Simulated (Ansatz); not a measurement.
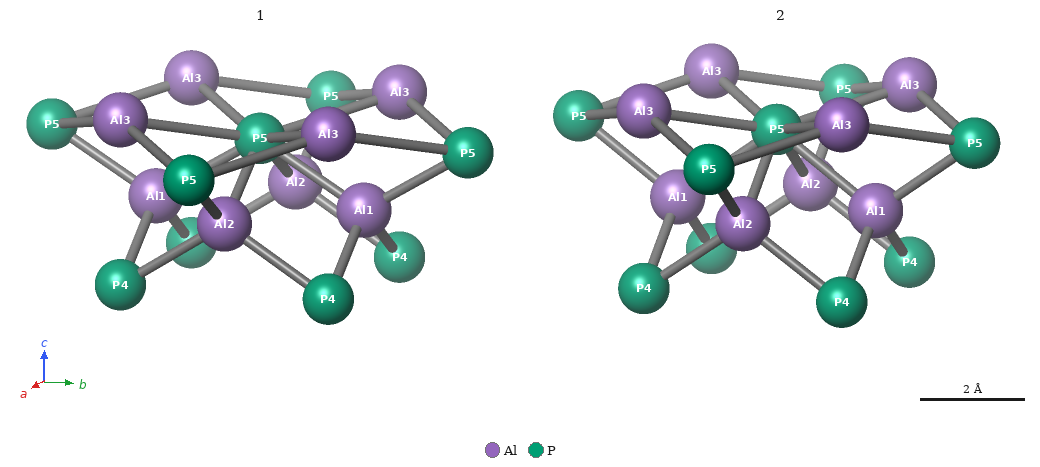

Two geometries of crystalline Al3P2 (a generated structure, set up in P4mm), drawn at one scale. One is the start of a relaxation, the other its converged end. Style: ball-and-stick. Shown: the atoms within 4.2 Å of the atom that moves most (axes of the cell of the calculation), slightly off an axis.

Computed with DFT PBE, scalar-relativistic, plane waves, PAW (Ansatz). (plane-wave cutoff 420 eV; k-point mesh 10 × 10 × 6; occupations gaussian; smearing width 0.1 eV; no spin polarisation; cell and atoms relaxed; force threshold 0.01 eV/Å; at most 80 steps)

> Which of the two is the end point?

Structure 1 is the relaxed one. The atom that moves furthest relative to the cell is P5 (0.077 Å along −c). Largest moves by element: P 0.077 Å, Al 0.036 Å. The drawn cell changes as follows: a = b 4.051 → 4.256 Å (+5.1 %), c 5.985 → 5.670 Å (−5.3 %); the volume changes by +4.6 %. Among the contacts that change: Al3–P5 2.932 → 3.077 Å, Al3–P4 2.477 → 2.409 Å, Al1–P4 2.471 → 2.517 Å, Al1–P5 2.502 → 2.482 Å. Among the angles between lasting bonds that change: P5–Al1–P5 108.1° → 118.0°, Al1–P5–Al1 108.1° → 118.0°, P4–Al1–P4 110.1° → 115.5°. The space group stays P4mm (No. 99). After 8 accepted moves (10 points after the start) the energy has fallen by 25.6 meV per atom. The largest force component goes from 0.24 to 0.00057 eV/Å. Pressure: 0.64 GPa at the start and 0.00 GPa at the end. At 2 points the geometry stayed and the basis and grid were re-selected for the new cell (energy shift of 0.5 meV per atom at most each time). Cost: 110 s on 1 thread of Intel(R) Xeon(R) Platinum 8488C (Sapphire Rapids), on a shared host, peak memory 0.47 GiB.
